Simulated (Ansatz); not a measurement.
# Fermi surface of W in space group Im-3m

Input

```yaml
crystal:
  lattice:
    - [-1.582345, 1.582345, 1.582345]
    - [1.582345, -1.582345, 1.582345]
    - [1.582345, 1.582345, -1.582345]
  atoms:
    - { symbol: W, position: [0.0, 0.0, 0.0] }
basis:
  ecutwfc: 420
kpoints:
  mp_grid: { grid: [18, 18, 18] }
hamiltonian:
  xc: pbe
scf:
  occupations: { method: gaussian, width: 0.05 }
output:
  forces: true
  eigenvalues: true
  eigenstates:
    nscf_kmesh: { grid: [34, 34, 34] }
    top_band: c6
    de_dk: true
    localisation: false
  stress: true
checkpoint:
  write: ck
  compress: false
  write_wavefunctions: false
  write_every: 100000
```

Launched as:

```sh
ansatz run input.yaml --threads 2 --pin off --max-ram 5120MiB --backend cpu --events-out ev --progress --plain --runs-dir out
```

Computed with DFT PBE, scalar-relativistic, plane waves, PAW; levels and slopes on a dense k mesh at the converged density (Ansatz 0.2.0). No spin polarisation. k mesh for the levels: 34×34×34. Cell and positions as given, without relaxation (residual pressure 6 GPa).

Part 1: The sheets

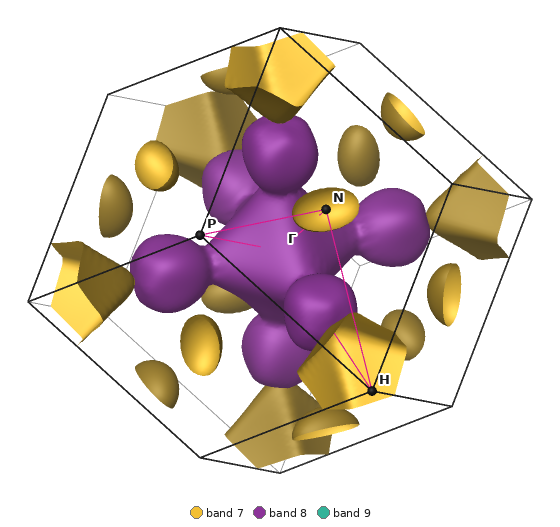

The figure shows the computed Fermi surface of this crystal. Each colour is one band. The brighter face of a sheet looks towards empty states.

Q: Describe the Fermi surface sheet by sheet.

A: Three bands cross the Fermi level; this is a three-dimensional metal.

Band 7: one hole pocket centred at H (5.8 % of the zone) and six hole pockets centred at N (each 0.21 % of the zone).
Band 8: one electron pocket centred at Γ (7.0 % of the zone).
Band 9: specks under 0.04 % of the zone, which the mesh doesn't resolve and which may come from the interpolation.
A pocket cut by a face of the zone is counted once with the part on the opposite face.

Q: How large are the density of states and the plasma frequency?

A: The density of states at the Fermi level is 0.45 states/eV per primitive cell. The intraband plasma frequency is 7.5 eV in all directions.

Part 2: Nesting

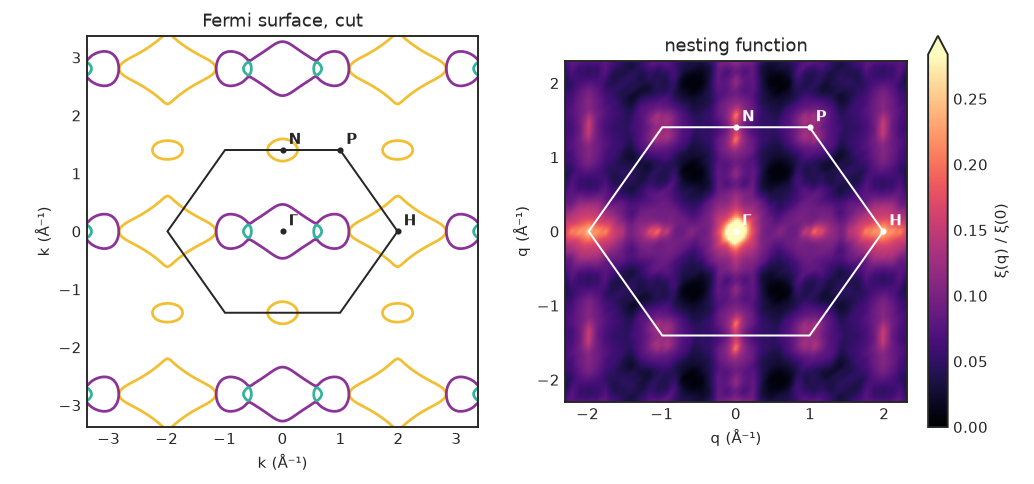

This crystal: a cut of the Fermi surface and the nesting function ξ(q) = Σ δ(ε_k) δ(ε_k+q) over all sheets (each δ a Gaussian as wide as the level changes between mesh points, at least 0.03 eV; heights depend on it), both in the plane through Γ, H and P.

Q: Where does the nesting function have its highest maximum apart from q = 0?

A: The highest maximum lies at H, at q = (−0.50, −0.50, 0.50) in units of the primitive reciprocal vectors. It reaches 0.26 of the value at q = 0, against a mean of 0.08. A peak of ξ alone doesn't prove an instability there.

Part 3: Speeds

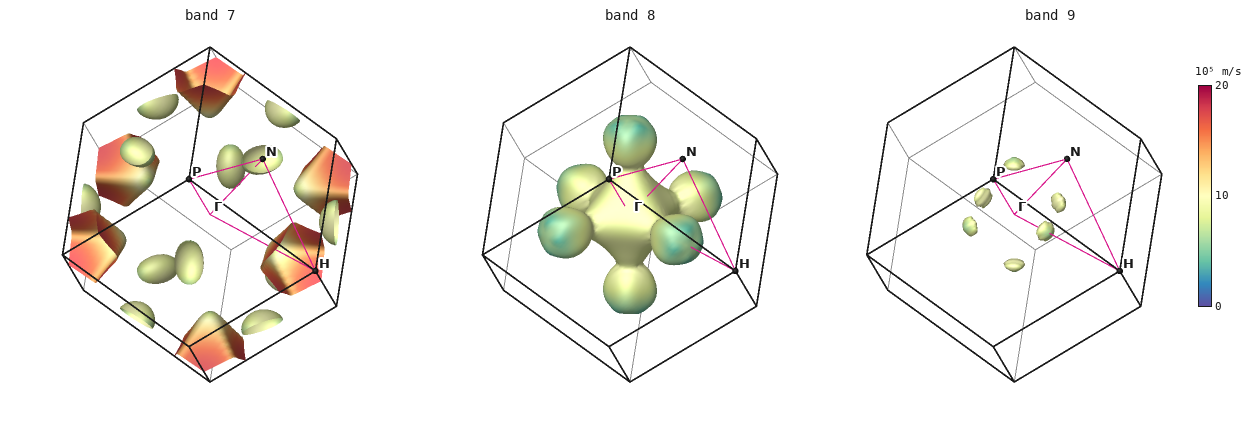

Fermi surface of this crystal, coloured by the Fermi speed.

Q: Give the range and mean of the Fermi speed for each band.

A: Band 7: 7.5 to 17 × 10⁵ m/s over most of the sheet, 11 × 10⁵ m/s on average over states. Band 8: 3.8 to 9.3 × 10⁵ m/s over most of the sheet, 6.8 × 10⁵ m/s on average over states. Band 9: 6.2 to 9.7 × 10⁵ m/s over most of the sheet, 8.6 × 10⁵ m/s on average over states.

Q: Which of these bands adds most to the density of states at the Fermi level?

A: Band 8, with 0.29 of 0.45 states/eV per cell.

Part 4: Cuts and bands

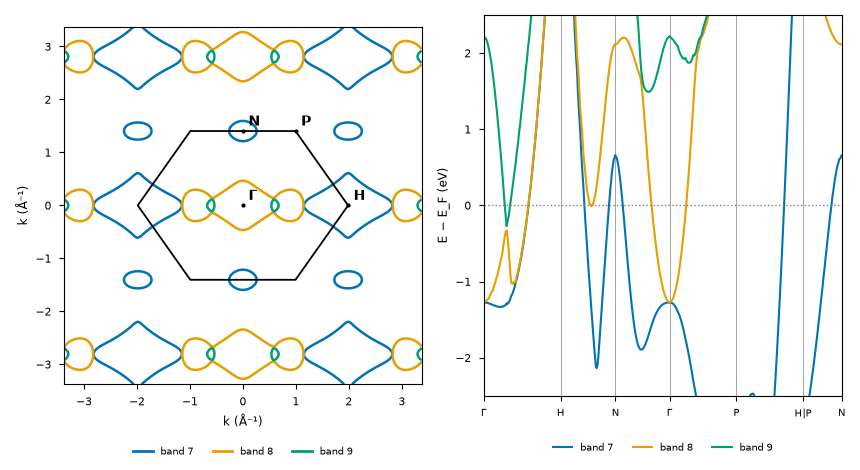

This crystal: cut through the Fermi surface in the plane through Γ, H and P, and the bands that cross the Fermi level.

Q: For each band, read its level at the labelled points (eV from the Fermi level).

A:
```csv
band,Γ,H,N
band 7,−1.27,above,+0.66
band 8,−1.27,above,+2.11
band 9,+2.22,above,above
```

Negative values are filled states; "above" and "below" lie outside the plotted window.

Spin-orbit coupling is left out; with W it can split, shift or remove sheets. Necks and pockets thinner than about two mesh steps aren't resolved, so separate pockets may in truth be joined.

Cost: 3.9 s on 2 threads of Intel(R) Xeon(R) 6975P-C (Granite Rapids) (shared host), peak memory 0.42 GiB.
